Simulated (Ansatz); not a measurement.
Ti3H: geometry relaxation

System: Ti3H (slab, 4 atoms in the cell).
Method: DFT PBE, scalar-relativistic, plane waves, PAW, PAW set soft_1, no spin polarisation (Ansatz 0.2.0).

The structure derives from an entry of the Crystallography Open Database. The input holds or restrains some coordinates. Forces given for the steps count only the free coordinates. Figures and captions count atoms from 1; the log counts them from 0 in places.

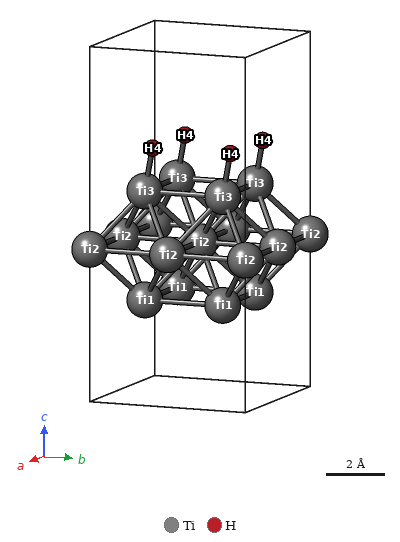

**Figure 1.** The input geometry (ball-and-stick view of the 2 × 2 repeat of the cell, with the vacuum cut short, seen slightly off an axis; atoms are numbered from 1 in the order of the input). An atom can appear more than once, as a periodic image.

**Input**
```yaml
crystal:
  lattice:
    - [2.9075446922, 0.0, 0.0]
    - [0.0, 2.9075446922, 0.0]
    - [0.0, 0.0, 19.3059825228]
  atoms:
    - { symbol: Ti, position: [0.5, 0.5, 0.2071896623] }
    - { symbol: Ti, position: [0.0, 0.0, 0.3057583538] }
    - { symbol: Ti, position: [0.5, 0.5, 0.4043297208] }
    - { symbol: H, position: [0.6666666667, 0.6666666667, 0.4879341801] }
basis:
  ecutwfc: 420
kpoints:
  mp_grid: { grid: [9, 9, 1] }
hamiltonian:
  xc: pbe
  pseudopotentials: { kind: paw, azcp: { folder: soft_1 } }
scf:
  occupations: { method: gaussian, width: 0.1 }
output:
  forces: true
  eigenvalues: true
  write_density: true
  write_potential: true
  elf: true
  volumetric_format: npy
relax:
  adjacent_minimum: "off"
  f_tol: 0.025
  max_steps: 16
  constraints: [{ sites: [0, 1, 2] }, { sites: [3], fix: xy }]
efield:
  axis: 3
  dipole_correction: true
  ramp_width: 0.04
```

Machine: 1 thread of Intel Xeon (Sapphire Rapids), 16 GiB of memory available, shared host.

Launch command:
```bash
ansatz run input.yaml --threads 1 --pin off --max-ram 3072MiB --backend cpu --events-out ev --progress --plain --runs-dir out
```

**Log**
```
Engine: ansatz 0.2.0, x86_64-unknown-linux-gnu
Pseudopotentials: kind: paw
Pseudopotential: Ti, paw, valence charge 12, recommended cutoff 420 eV (normal), [file]
Pseudopotential: H, paw, valence charge 1, recommended cutoff 420 eV (normal), [file]
Functional definition: PBE
  parameter kappa = 0.804
  parameter beta = 0.06672455060314922
  exchange = pbe_x(kappa = kappa, mu = beta*pi^2/3)
  correlation = pbe_c(beta = beta)
Crystal: 4 atoms, lattice volume = 163.209 Å³
Basis set: ecut = 420 eV, 3157 PW (Γ), exchange–correlation on 40×40×270 points (8 copies of the dense FFT grid, shifted against one another)
Bands: 23, of which v1, the nominal top of the filled ones, is band 19 counted from 1 (18 counted from 0)
Symmetry: 2 space group operations
Space group: Cm (ITA 8), of the structure as read, at distance tolerance 5.5e-5 Å
k-points: 25 of 81 (time reversal used)
Non-local potential: Ti, projectors of the file, l = 0: 3, l = 1: 2, l = 2: 3, l = 3: 1
Non-local potential: H, projectors of the file, l = 0: 2, l = 1: 1
PAW form: soft (Blöchl's): semilocal exchange-correlation on the pseudo side does not see the compensation charge
PAW one-centre angular grid: Ti, 590 points (default); XC on 64 Gauss nodes
PAW one-centre angular grid: H, 110 points (default); XC on 64 Gauss nodes
Initial density: superposition of atomic densities (neutral atoms: chi_scale 0, normalization atom)
Initial wavefunctions: pseudopotential atomic-orbital guess
Functional: x = pbe(κ = 0.804, μ = 0.2195149727645171), c = pbe(β = 0.06672455060314922)
SCF iter   1: F=—  HF=-7516.089598 eV  |F-HF|=—  |Δ(HF+E_count)|=         —  Δρ=6.10e-2  dr2=3.17e1  ethr=3.10e-3  p=0.000 e·Å  D=1.91e-7 V/Å  ΔV_dip=-0.00 eV  dr2_dipole=3.85e0  V_vac-E_F(+/−)=8.37/8.37 eV  ⟨swp⟩=7.7  Hψ=2887  notcnv=0
efield: sawtooth ramp at fractional position 0.8276 (placed from the atoms, in the widest stretch of the axis that holds none; the zero of the levels goes with the place), width 0.0400; the density the first Hamiltonian is built on has a dipole p = 0.000 e·Å; the dipole correction subtracts the counter field D = 1.91e-7 V/Å, which shifts the + side's vacuum level by -0.00 eV against the − side's; the planar-averaged density in the ramp window peaks in size at 2.3e-6 e/Å³
preconditioner: auto → LDOS  [metal: Δε(μ)=0.018 eV  Ē_g=3.148 eV  σ=0.100 eV  W_gap=0.10  n_scr=12 (ndim 8)  ℏωp=10.5 eV  f_vac=0.542  D(μ)=5.52/eV (n_scr^D=42)  β→1.0]
SCF iter   2: F=—  HF=-7514.465996 eV  |F-HF|=—  |Δ(HF+E_count)|=    1.62e0  Δρ=4.75e-2  dr2=3.27e1  ethr=3.10e-3  p=-0.315 e·Å  D=-3.49e-1 V/Å  ΔV_dip=6.74 eV  dr2_dipole=1.20e1  V_vac-E_F(+/−)=6.87/0.13 eV  ⟨swp⟩=7.4  Hψ=2088  notcnv=0  defer=9
SCF iter   3: F=—  HF=-7512.806438 eV  |F-HF|=—  |Δ(HF+E_count)|=    1.66e0  Δρ=1.21e-2  dr2=1.04e0  ethr=3.10e-3  p=-0.080 e·Å  D=-8.85e-2 V/Å  ΔV_dip=1.71 eV  dr2_dipole=3.20e-1  V_vac-E_F(+/−)=6.54/4.83 eV  ⟨swp⟩=5.8  Hψ=1861  notcnv=0  defer=4
SCF iter   4: F=—  HF=-7512.805240 eV  |F-HF|=—  |Δ(HF+E_count)|=   1.20e-3  Δρ=6.04e-3  dr2=3.08e-1  ethr=2.81e-3  p=-0.113 e·Å  D=-1.25e-1 V/Å  ΔV_dip=2.41 eV  dr2_dipole=9.26e-2  V_vac-E_F(+/−)=6.42/4.01 eV  ⟨swp⟩=2.6  Hψ=846  notcnv=0  defer=2
SCF iter   5: F=—  HF=-7512.795632 eV  |F-HF|=—  |Δ(HF+E_count)|=   9.61e-3  Δρ=2.94e-3  dr2=8.11e-2  ethr=8.34e-4  p=-0.113 e·Å  D=-1.26e-1 V/Å  ΔV_dip=2.42 eV  dr2_dipole=2.63e-2  V_vac-E_F(+/−)=6.37/3.94 eV  ⟨swp⟩=2.4  Hψ=892  notcnv=0
SCF iter   6: F=—  HF=-7512.796796 eV  |F-HF|=—  |Δ(HF+E_count)|=   1.16e-3  Δρ=1.57e-3  dr2=1.77e-2  ethr=2.19e-4  p=-0.111 e·Å  D=-1.23e-1 V/Å  ΔV_dip=2.37 eV  dr2_dipole=2.41e-3  V_vac-E_F(+/−)=6.29/3.92 eV  ⟨swp⟩=1.8  Hψ=740  notcnv=0
SCF iter   7: F=—  HF=-7512.798992 eV  |F-HF|=—  |Δ(HF+E_count)|=   2.20e-3  Δρ=6.88e-4  dr2=5.45e-3  ethr=4.79e-5  p=-0.111 e·Å  D=-1.23e-1 V/Å  ΔV_dip=2.38 eV  dr2_dipole=2.21e-3  V_vac-E_F(+/−)=6.27/3.89 eV  ⟨swp⟩=1.9  Hψ=660  notcnv=0
SCF iter   8: F=—  HF=-7512.800503 eV  |F-HF|=—  |Δ(HF+E_count)|=   1.51e-3  Δρ=2.52e-4  dr2=4.37e-4  ethr=1.47e-5  p=-0.115 e·Å  D=-1.28e-1 V/Å  ΔV_dip=2.46 eV  dr2_dipole=1.42e-6  V_vac-E_F(+/−)=6.28/3.82 eV  ⟨swp⟩=2.0  Hψ=691  notcnv=0
SCF iter   9: F=—  HF=-7512.800836 eV  |F-HF|=—  |Δ(HF+E_count)|=   3.33e-4  Δρ=1.61e-4  dr2=2.58e-4  ethr=1.18e-6  p=-0.117 e·Å  D=-1.30e-1 V/Å  ΔV_dip=2.51 eV  dr2_dipole=3.98e-5  V_vac-E_F(+/−)=6.28/3.78 eV  ⟨swp⟩=2.1  Hψ=725  notcnv=0
SCF iter  10: F=-7512.800921 eV  HF=-7512.800913 eV  |F-HF|=7.81e-6  |Δ(HF+E_count)|=   7.72e-5  Δρ=4.26e-5  dr2=6.70e-6  ethr=4.22e-8  p=-0.118 e·Å  D=-1.31e-1 V/Å  ΔV_dip=2.53 eV  dr2_dipole=1.10e-6  V_vac-E_F(+/−)=6.28/3.75 eV  ⟨swp⟩=18.7  Hψ=6124  notcnv=0
SCF 1 converged in 10 iterations: F = -7512.800921 eV  dr2 = 6.70e-6
  greatest PAW one-centre occupation: 0.999 electrons in one spin orbital (limit 2), on the Ti atom at site 1 (counted from 0), in its partial waves of l = 0
relax step   1: F+E_penalty+E_count = -7512.80092101 eV  Δ(F+E_penalty+E_count) = +0.000e0 eV  max|allowed force component| = 8.107e-2 eV/Å  Δτ_max = 0.0000 Å  (10 SCF iters, dr2 threshold 1.56e-5 eV, accepted)
Initial density: handed on by an earlier stage of this run
Initial wavefunctions: those handed on with the density
iter 1 solved again at ethr=3.90e-6 eV; its pass at ethr=3.10e-3 eV (dr2=1.44e-3 eV) is discarded
SCF iter   1: F=—  HF=-7512.801333 eV  |F-HF|=—  |Δ(HF+E_count)|=         —  Δρ=5.88e-4  dr2=1.43e-3  ethr=3.90e-6  p=-0.118 e·Å  D=-1.31e-1 V/Å  ΔV_dip=2.53 eV  dr2_dipole=2.36e-4  V_vac-E_F(+/−)=6.28/3.75 eV  ⟨swp⟩=1.2  Hψ=1755  notcnv=0
efield: sawtooth ramp at fractional position 0.8276 (handed on by an earlier solve), width 0.0400; the density the first Hamiltonian is built on has a dipole p = -0.118 e·Å; the dipole correction subtracts the counter field D = -1.31e-1 V/Å, which shifts the + side's vacuum level by +2.53 eV against the − side's; the planar-averaged density in the ramp window peaks in size at 9.0e-6 e/Å³
preconditioner: auto → LDOS  [metal: Δε(μ)=0.039 eV  Ē_g=2.519 eV  σ=0.100 eV  W_gap=0.21  n_scr=12 (ndim 8)  ℏωp=10.5 eV  f_vac=0.565  D(μ)=6.74/eV (n_scr^D=60)  β→1.0]
SCF iter   2: F=—  HF=-7512.801249 eV  |F-HF|=—  |Δ(HF+E_count)|=   8.41e-5  Δρ=2.72e-4  dr2=2.26e-4  ethr=3.87e-6  p=-0.117 e·Å  D=-1.29e-1 V/Å  ΔV_dip=2.50 eV  dr2_dipole=8.23e-12  V_vac-E_F(+/−)=6.24/3.74 eV  ⟨swp⟩=2.0  Hψ=724  notcnv=0
SCF iter   3: F=—  HF=-7512.801237 eV  |F-HF|=—  |Δ(HF+E_count)|=   1.17e-5  Δρ=1.43e-4  dr2=6.56e-5  ethr=6.10e-7  p=-0.117 e·Å  D=-1.30e-1 V/Å  ΔV_dip=2.51 eV  dr2_dipole=2.06e-6  V_vac-E_F(+/−)=6.25/3.74 eV  ⟨swp⟩=2.2  Hψ=794  notcnv=0
SCF iter   4: F=—  HF=-7512.801326 eV  |F-HF|=—  |Δ(HF+E_count)|=   8.90e-5  Δρ=2.60e-5  dr2=2.19e-6  ethr=1.77e-7  p=-0.117 e·Å  D=-1.30e-1 V/Å  ΔV_dip=2.51 eV  dr2_dipole=5.99e-7  V_vac-E_F(+/−)=6.25/3.74 eV  ⟨swp⟩=2.0  Hψ=712  notcnv=0
SCF iter   5: F=—  HF=-7512.801327 eV  |F-HF|=—  |Δ(HF+E_count)|=   6.63e-7  Δρ=1.94e-5  dr2=1.38e-6  ethr=5.93e-9  p=-0.118 e·Å  D=-1.30e-1 V/Å  ΔV_dip=2.52 eV  dr2_dipole=1.71e-9  V_vac-E_F(+/−)=6.25/3.74 eV  ⟨swp⟩=2.7  Hψ=1020  notcnv=0
SCF iter   6: F=—  HF=-7512.801328 eV  |F-HF|=—  |Δ(HF+E_count)|=   4.25e-7  Δρ=7.51e-6  dr2=2.97e-7  ethr=3.74e-9  p=-0.118 e·Å  D=-1.30e-1 V/Å  ΔV_dip=2.52 eV  dr2_dipole=3.45e-11  V_vac-E_F(+/−)=6.25/3.74 eV  ⟨swp⟩=1.8  Hψ=652  notcnv=0
SCF iter   7: F=-7512.801328 eV  HF=-7512.801328 eV  |F-HF|=4.06e-8  |Δ(HF+E_count)|=   2.65e-7  Δρ=4.02e-6  dr2=7.00e-8  ethr=2.70e-10  p=-0.118 e·Å  D=-1.30e-1 V/Å  ΔV_dip=2.52 eV  dr2_dipole=5.81e-9  V_vac-E_F(+/−)=6.25/3.73 eV  ⟨swp⟩=12.1  Hψ=4298  notcnv=0
SCF 2 converged in 7 iterations: F = -7512.801328 eV  dr2 = 7.00e-8
relax step   2: F+E_penalty+E_count = -7512.80132777 eV  Δ(F+E_penalty+E_count) = -4.068e-4 eV  max|allowed force component| = 1.947e-2 eV/Å  Δτ_max = 0.0130 Å  (7 SCF iters, accepted)
```

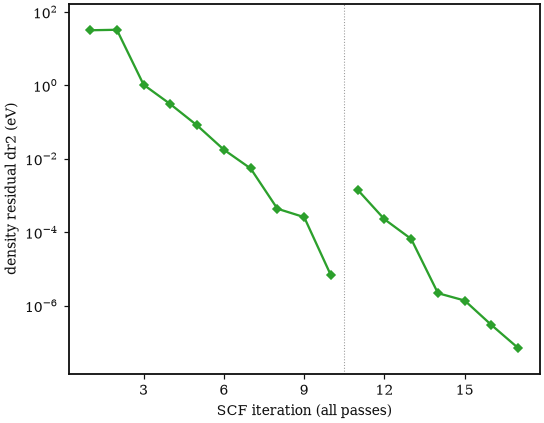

**Figure 2.** Convergence of the self-consistent field: density residual dr2 against the SCF iteration. The dotted lines part the SCF passes of the relaxation: geometry steps, rejected trials and re-solves on a re-selected basis. The passes take 10 and 7 iterations.

```
WARN: The input density's exchange-correlation potential varies sharply where the density is thin. Do not read a vacuum level from v_tot or v_xc, or from such a field of the output density. On a cell that repeats whose density bears no net charge and no dipole along the vacuum's axis use v_es (v_loc + v_h of the components); under efield.dipole_correction with no amplitude use v_es + v_field, which holds any external_charges[].barrier, or the levels of the report's work_function block, which leave it out; under a non-zero efield.amplitude the vacuum is tilted and has no level; on a cell that repeats and bears such a dipole with no correction it is tilted too, and efield.dipole_correction with no amplitude gives each side of its ramp a level where efield: is served; in a cell that repeats whose density bears a net charge (total_charge, or a fill off its count) it is curved and has none; of a slab under crystal.periodic whose density bears no net charge use v_es, which has a level on each side, short of where the two are joined; of another it falls or rises all the way out and has none; of a slab beside external_charges read slab_vacuum_level instead, which it has where they leave it neutral. The grid or the basis barely resolves most such structure, and the values can differ between equally converged runs; as a rule a tighter scf.convergence.dr2_threshold does not remove it. Where the density itself ripples (under the LDA too) a higher basis.ecutwfc lessens it. The files hold the spikes' plane waves up to the density's cutoff. Files: v_tot and the like, and their columns of v_z.tsv (output.write_potential); v_xc and the like, and their columns of v_comp_z.tsv (output.write_potential_components); where files of the output density stand in their place, no point of their own thin density is over the threshold below, and this is of outcome.potential() and, of a run that writes arrays (npy), the arrays of these names. Measured: with its Gaussian average of σ = 0.25 Å subtracted twice, the exchange-correlation potential is over 0.1 eV at 2 of the grid points where the equally averaged density (valence and model cores) is under 1e-3 e/Å³, and 0.105 eV at the most among them, at an averaged density of 1.2e-7 e/Å³. See output.write_potential in the manual, Limitations
SCF converged after 7 iterations
Free energy (F): -7512.801328 eV
Harris-Foulkes:  -7512.801328 eV  (|F-HF|=4.06e-8)
Internal energy: -7512.767397 eV  (E = F + TS)
E sigma→0 (E₀):  -7512.784362 eV
Entropy (-TS):   -0.033931 eV (-8.483 meV/atom)
Fermi energy:    0.929237 eV
Dipole field:    D = -0.130319 V/Å  (p = -0.117541 e·Å, saw-weighted, corrected)
Work function:   Φ+ = 6.2516 eV   Φ− = 3.7356 eV
Levels:          The Fermi level and band energies are counted from a zero that moves with the ramp; work functions are not
--- Per-component energies (eV) ---
  E_band       = -915.298613
  E_kinetic    = 856.714524
  E_local      = -25675.672520  (includes V_loc(G=0)·N_el)
  E_nonlocal   = 183.031742
  E_hartree    = 12346.628301
  E_xc         = -355.749634
  E_vxc        = -445.609953  (∫ρ·V_xc dr)
  E_paw        = -3127.749569  (= ΣΔE_a)
  E_vpaw       = -523.588679  (= ΣTr[D̂ρ^β])
  E_aug_tail   = -0.001136  (compensation charges beyond the density's cutoff)
  E_efield     = 0.007659  (sawtooth field / dipole correction)
  E_vefield    = -3.419425  (∫n·V_field dr)
  E_ewald      = 8260.023237
  E_smearing   = -0.033931  (= −TS)
  E_closure    = -0.000000  (closes the sum)
  Σ components = -7512.801328   (vs F -7512.801328, Δ=0.00e0)
--- Forces (eV/Å), atoms counted from 1 ---
  atom   1  Ti     0.03226510     0.03226510    -0.02813168
  atom   2  Ti    -0.00915139    -0.00915139    -0.50202878
  atom   3  Ti    -0.59448493    -0.59448493     0.51053190
  atom   4  H      0.57138386     0.57138386     0.01947043
  max |Σ_I F_I| component: 1.58e-4 eV/Å
--- Band table (eV; the first three rows and the last of 25) ---
  k-point 0: bands = ["-55.8324", "-55.7038", "-55.3692", "-32.2759", "-32.0277", "-31.8945", "-31.8731", "-31.8023", "-31.7943", "-31.4989", "-31.4629", "-31.4409", "-4.4948", "-3.0777", "-1.7849", "-1.0446", "-0.6599", "0.3698", "0.9178", "1.7287", "2.0607", "2.0770", "2.9536"]
  k-point 1: bands = ["-55.8265", "-55.6978", "-55.3665", "-32.2690", "-32.0403", "-31.9215", "-31.8744", "-31.8493", "-31.7921", "-31.4961", "-31.4820", "-31.4494", "-4.2456", "-2.8800", "-1.6018", "-0.9139", "-0.5389", "0.4325", "0.9570", "1.7834", "2.0367", "2.0995", "2.7528"]
  k-point 2: bands = ["-55.8116", "-55.6826", "-55.3600", "-32.2582", "-32.0981", "-31.9965", "-31.9468", "-31.8584", "-31.7796", "-31.5641", "-31.4773", "-31.4541", "-3.5554", "-2.3758", "-1.2008", "-0.5738", "-0.2150", "0.6168", "0.9772", "1.9310", "2.1148", "2.1285", "2.2351"]
  k-point 24: bands = ["-55.7447", "-55.6141", "-55.3089", "-32.2427", "-32.2244", "-32.1347", "-32.1219", "-32.1164", "-31.8746", "-31.7156", "-31.6875", "-31.5564", "-1.3906", "-1.0828", "-0.6096", "-0.3389", "-0.2999", "0.1613", "0.8075", "1.2894", "2.9973", "3.1734", "3.4242"]
--- Relaxed structure (2 steps of the walk, 2 accepted, 0 SCFs on fresh bases) ---
  F+E_penalty+E_count = -7512.80132777 eV   max|allowed force component| = 1.947e-2 eV/Å
  atoms:
    - { symbol: Ti, position: [0.5, 0.5, 0.20718966229999997] }
    - { symbol: Ti, position: [0.0, 0.0, 0.3057583538] }
    - { symbol: Ti, position: [0.5, 0.5, 0.40432972079999996] }
    - { symbol: H, position: [0.6666666666999999, 0.6666666666999999, 0.4872630917400678] }
```

**Trajectory as extended XYZ (Å, eV, eV/Å), 2 frames, from step=1 to step=2**
```
4
Lattice="2.9075 0.0000 0.0000 0.0000 2.9075 0.0000 0.0000 0.0000 19.3060" Properties=species:S:1:pos:R:3:forces:R:3 step=1 energy=-7512.80092
Ti    1.4538    1.4538    4.0000    0.0319   0.0319  -0.0287
Ti    0.0000    0.0000    5.9030   -0.0085  -0.0085  -0.5008
Ti    1.4538    1.4538    7.8060   -0.5655  -0.5655   0.6091
H     1.9384    1.9384    9.4200    0.5420   0.5420  -0.0811
4
Lattice="2.9075 0.0000 0.0000 0.0000 2.9075 0.0000 0.0000 0.0000 19.3060" Properties=species:S:1:pos:R:3:forces:R:3 step=2 energy=-7512.80133
Ti    1.4538    1.4538    4.0000    0.0323   0.0323  -0.0281
Ti    0.0000    0.0000    5.9030   -0.0092  -0.0092  -0.5020
Ti    1.4538    1.4538    7.8060   -0.5945  -0.5945   0.5105
H     1.9384    1.9384    9.4071    0.5714   0.5714   0.0195
```

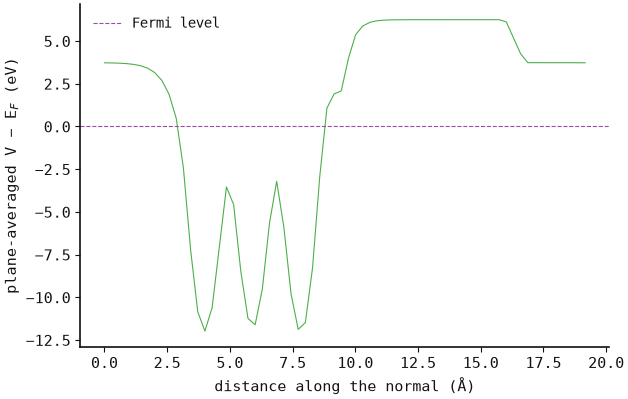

**Figure 3.** Plane average of the electrostatic potential energy of an electron across the cell, from the Fermi level. The vacuum level lies 6.25 eV above the Fermi level on the upper side and 3.74 eV on the lower.

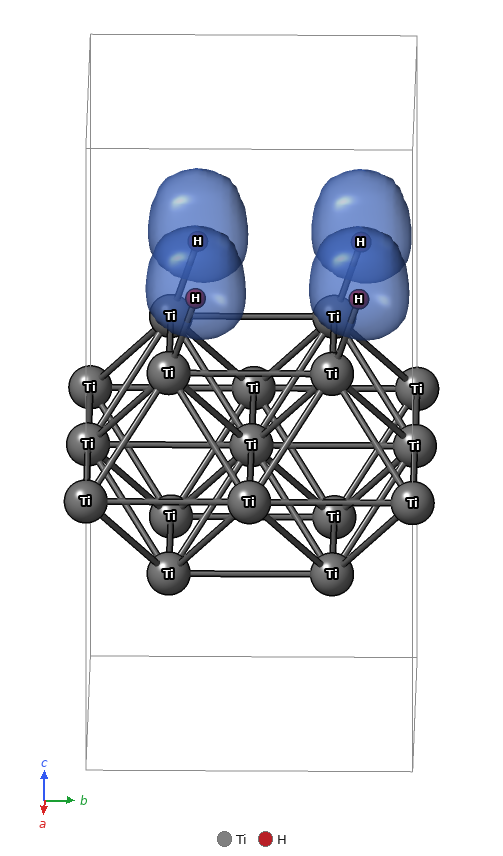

**Figure 4.** Isosurface of the ELF at 0.85 (blue), seen at an oblique angle. Core shells and regions of very low density are left out. Sticks mark near contacts. Along the contacts the grid gives the following. Ti–H (1.74 Å): the ELF climbs to about 1 towards the hydrogen, as it does in any bond to H. Ti–Ti (2.80 Å): the ELF is about 0.20 at the midpoint; no localised pair between them. In a PAW calculation such maps are meaningful between the atoms, not at the nuclei.

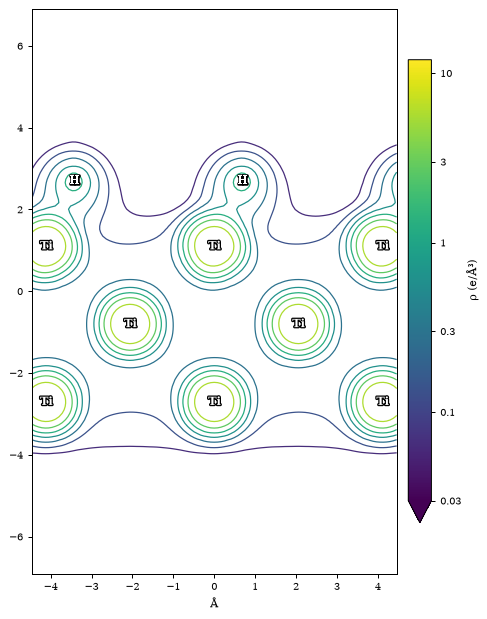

**Figure 5.** Valence charge density (pseudo) on the (11̄0) plane of the calculation cell, a cut from vacuum to vacuum. Ti–H (1.74 Å): ρ at the midpoint is about 0.89 e/Å³, with its minimum of 0.64 e/Å³ about 1.1 Å from Ti. Ti–Ti (2.80 Å): the density is about 0.22 e/Å³ at the midpoint. The density dies away to nearly zero in the vacuum.

**Results in brief**

- outcome: converged under the restraints of the input
- electrons treated: 37
- free energy: −7512.8013 eV
- work function, top face: 6.25 eV
- work function, bottom face: 3.74 eV
- Fermi energy: 0.929 eV
- gap on the k-point mesh: none (metallic)
- final volume: 163.21 Å³
- work function (upper face): 6.25 eV
- largest force (length of the vector) at the end, held atoms and coordinates included: 0.984 eV/Å
- wall time: 17 s
- peak memory: 0.45 GiB

**Notes**

The program warns: the exchange-correlation potential is rough where the density is thin.
